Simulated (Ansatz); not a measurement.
## Ir: an electron-density study

Space group Fm-3m; the calculation finds a residual pressure of about 12 GPa at this fixed cell.

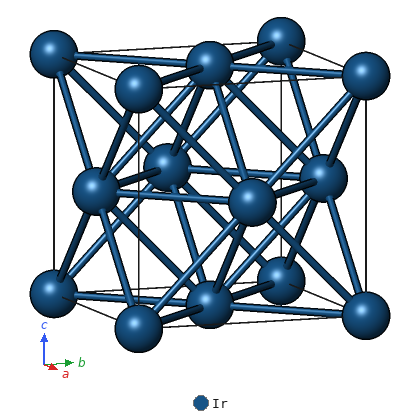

The conventional cell.

Input

```
crystal:
  lattice:
    - [0.0, 1.9156, 1.9156]
    - [1.9156, 0.0, 1.9156]
    - [1.9156, 1.9156, 0.0]
  atoms:
    - { symbol: Ir, position: [0.0, 0.0, 0.0] }
basis:
  ecutwfc: 420
  fft_grid_basis: typed
kpoints:
  mp_grid: { grid: [16, 16, 16] }
hamiltonian:
  xc: pbe
scf:
  occupations: { method: gaussian, width: 0.05 }
output:
  forces: true
  stress: true
  eigenvalues: true
  bader: true
  write_density: true
  volumetric_format: npy
  elf: true
```

Run with:

```sh
ansatz run input.yaml --threads 2 --pin off --max-ram 4096MiB --backend cpu --events-out ev --progress --plain --runs-dir out
```

The picture shows the conventional cell (a = 3.83 Å, b = 3.83 Å, c = 3.83 Å, α = 90.00°, β = 90.00°, γ = 90.00°).

These are results of DFT PBE, scalar-relativistic, plane waves, PAW (Ansatz 0.2.0), not measurements.

Core electrons are frozen (PAW), so the maps are meaningful between the atoms, not at the nuclei.

Part 1: Bonding charge

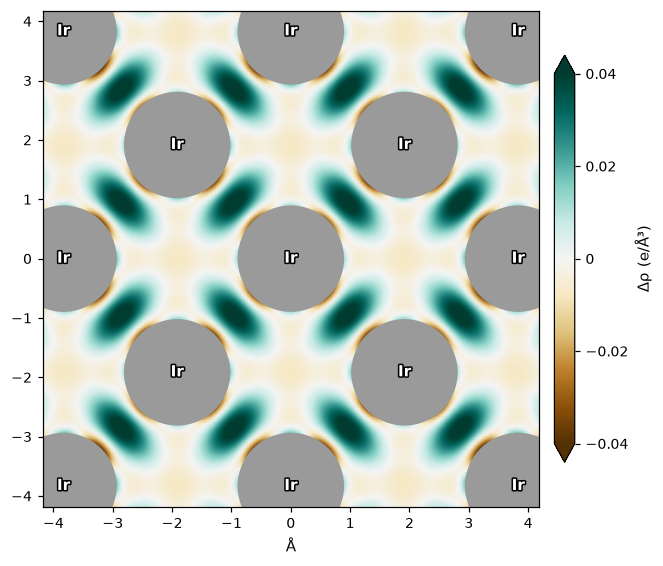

Bonding charge density, ρ(crystal) − Σ ρ(neutral atoms): a map on the (010) plane of the conventional cell, with grey discs over the atomic cores. Cores are masked to 0.9 Å (Ir).

What does the deformation density say about the bonding?

Answer. Ir–Ir (2.71 Å): Δρ is +0.05 e/Å³ at the midpoint.
Over the whole cell, outside the masked cores, the largest gain, 0.05 e/Å³, lies 1.4 Å from an iridium nucleus, and the largest loss lies at the edge of the masked core of Ir.
The rearranged charge, half the integral of |Δρ|, is about 0.18 e an atom.

Part 2: One group of states

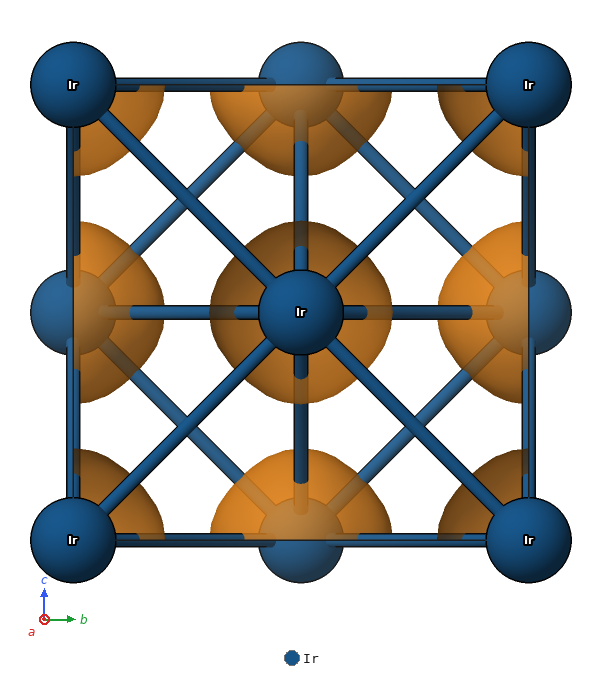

Density of the Kohn–Sham states from −0.25 to +0.25 eV about the Fermi level (the states at the Fermi level), scaled to one electron a cell: orange surface at 0.2 1/Å³, in the conventional cell seen along the a axis.

What is the character of these states?

Answer. Projected on a minimal set of atomic orbitals (Löwdin), they are Ir 5d (over 95 %).

Part 3: Change of volume

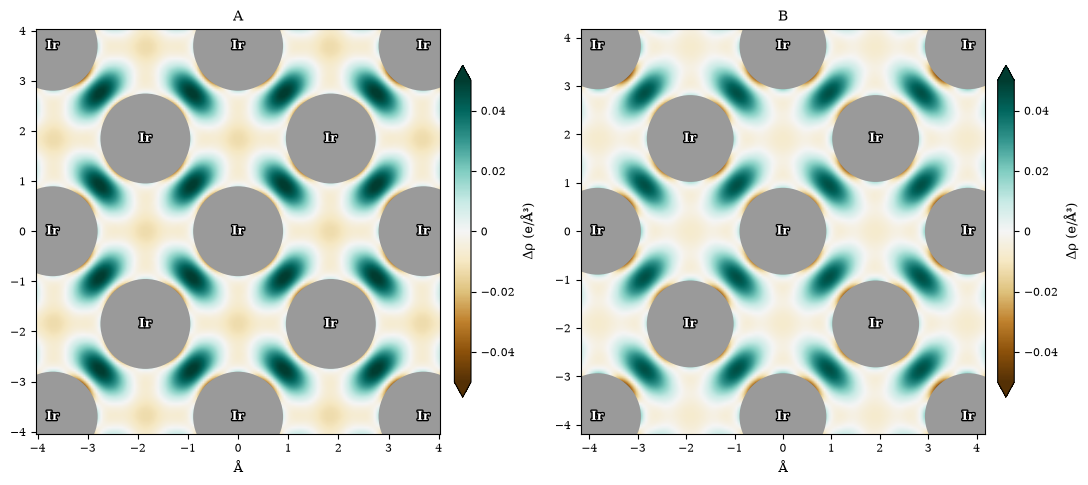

Ir: deformation density on the (010) plane of the conventional cell at two volumes, with the same fractional coordinates and one colour scale. Grey discs cover the cores. Panel A has 90 % of the volume of panel B.

What changes between the database cell and the scaled one?

Answer. From B to A, Ir–Ir goes from 2.71 to 2.62 Å, and Δρ at its midpoint from +0.045 to +0.051 e/Å³.
- The pressure is 12 GPa in B and 67 GPa in A.
- The rearranged charge is 0.18 e an atom in B and 0.18 e in A.

Part 4: Putting it together

The two pressures give a mean stiffness −ΔP/Δln V of about 524 GPa over this range, with the atoms held at their fractional positions.
